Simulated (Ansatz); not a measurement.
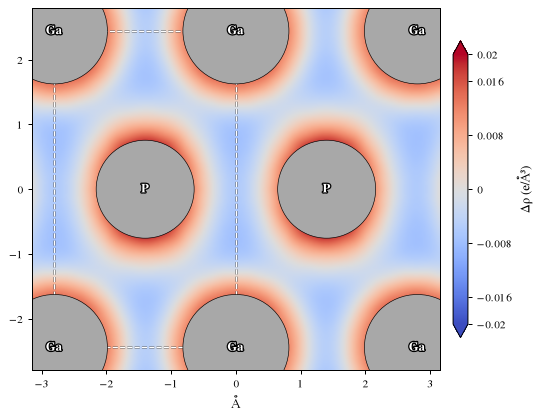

GaP. Difference of the valence pseudo-densities of two functionals at the same geometry, on the (11̄0) plane of the calculation cell: B3LYP less PBEsol0.

Space group P4/mmm; a generated structure, not necessarily the stable one.

Both computed with Ansatz (plane waves, PAW), on the same k-point mesh. Grey discs cover the atomic cores.

> Where does the change of functional move the electrons?

Against PBEsol0, B3LYP gives more density around Ga (+0.007 e/Å³ on average at 1.0 Å from the nucleus), more density around P (+0.009 e/Å³ on average at 0.9 Å from the nucleus), less density in the space between the atoms (−0.005 e/Å³ on average) and a change of −0.005 e/Å³ at the midpoint of Ga–Ga.
